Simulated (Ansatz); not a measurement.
Se

Input

```
crystal:
  lattice:
    - [5.681, 3.2799268793, 1.4763333333]
    - [-5.681, 3.2799268793, 1.4763333333]
    - [0.0, -6.5598537585, 1.4763333333]
  atoms:
    - { symbol: Se, position: [0.28066, 0.16251, 0.91818] }
    - { symbol: Se, position: [0.91818, 0.28066, 0.16251] }
    - { symbol: Se, position: [0.16251, 0.91818, 0.28066] }
    - { symbol: Se, position: [0.71934, 0.83749, 0.08182] }
    - { symbol: Se, position: [0.08182, 0.71934, 0.83749] }
    - { symbol: Se, position: [0.83749, 0.08182, 0.71934] }
basis:
  ecutwfc: 420
kpoints:
  mp_grid: { grid: [9, 9, 9] }
hamiltonian:
  xc: pbe
  dispersion: d3bj
scf:
  occupations: { method: gaussian, width: 0.02 }
output:
  forces: true
  stress: true
  eigenvalues: true
  write_density: true
  write_potential: true
  elf: true
  volumetric_format: npy
relax:
  adjacent_minimum: "off"
  f_tol: 0.005
  max_steps: 80
  cell: { stress_tol: 0.05 }
```

Run with:

```sh
ansatz run input.yaml --threads 8 --pin off --max-ram 22528MiB --backend cpu --events-out ev --progress --plain --runs-dir out
```

Below, planes, directions and counts refer to the conventional cell (a = 10.87 Å, b = 10.87 Å, c = 4.43 Å, α = 90.00°, β = 90.00°, γ = 120.00°).

The fields are those of the relaxed geometry.

Space group R-3.

All numbers below come from DFT PBE+D3(BJ), scalar-relativistic, plane waves, PAW (Ansatz).

In a PAW calculation such maps are meaningful between the atoms, not at the nuclei.

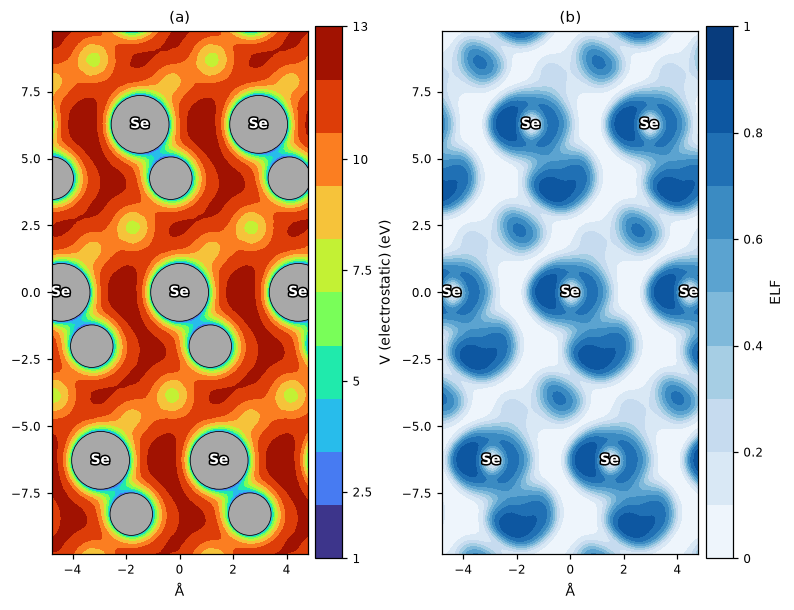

Figure 1. (a) electrostatic potential energy of an electron; (b) electron localisation function on the (110) plane of the conventional cell. Grey discs cover the atomic cores in the potential map.

**What does the map show?**

The plane passes through Se nuclei. Atoms just off the plane (Se, 0.7 Å away) can leave unmarked features too. The ELF also peaks beside Se, away from the bonds: lone-pair regions. Outside the cores the potential energy rises away from the atoms and is highest about 2.1 Å from the nearest atoms; its zero is arbitrary.

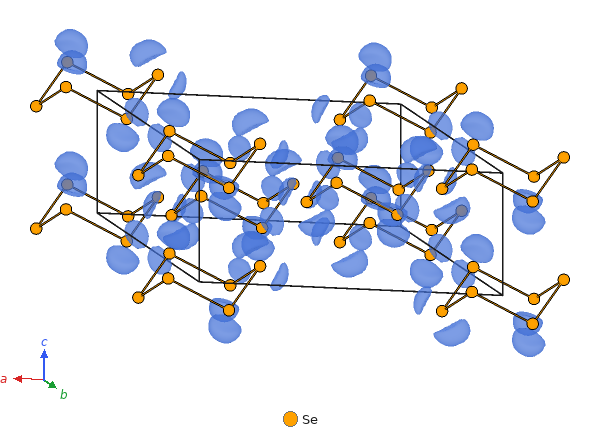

Figure 2. Isosurface of the ELF at 0.85 (blue), seen at an oblique angle. Core shells and regions of very low density are left out. Sticks mark near contacts.

**Describe the localisation domains.**

The ELF exceeds this value in 18 lobes on Se, pointing away from the bonds (lone pairs, which may merge into one lobe) and 18 regions wrapped around Se (the valence shell of each), counted in one cell of 18 atoms. Any copies at cell faces, edges or corners count once. Along the contacts the grid gives the following. Se–Se (2.43 Å): the ELF peaks at about 0.75 between the atoms.

**Metal or insulator at this level of theory?**

It is gapped, with a Kohn–Sham gap of 0.99 eV on the k-point mesh (the band edges may lie off the mesh, which would make the gap smaller).
